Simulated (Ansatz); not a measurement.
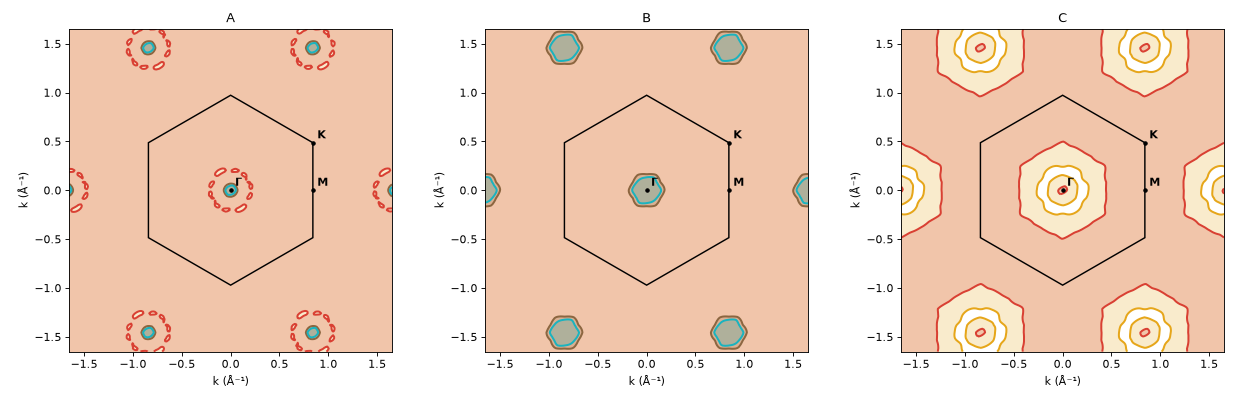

Constant-energy contours of a GeSb2Te4 monolayer (space group of the slab cell P3m1) at the Fermi level, 0.25 eV below it and 0.25 eV above it, in shuffled order (rigid bands, one colour a band; states under the level are shaded).

Theory: Ansatz, DFT PBE, spin-orbit coupling, plane waves, PAW; levels and slopes on a k mesh at the converged density. Non-magnetic. The levels come from a k mesh of 18×18×1 points. Cell and positions as given, without relaxation. The cell comes from a database of computed structures, not from a measurement.

### Order the panels by energy.

C lies 0.25 eV below, A is the Fermi surface and B lies 0.25 eV above: electron regions grow and hole regions shrink with energy.

Semilocal functionals overstate band overlaps, so a small overlap like this can be a small gap in truth. The Fermi level moves by 0.026 eV between the self-consistent and the finer mesh, more than the depth of the shallowest pocket, which is therefore unsettled, and so is the density of states. Necks and pockets thinner than about two mesh steps aren't resolved, so separate pockets may in truth be joined.
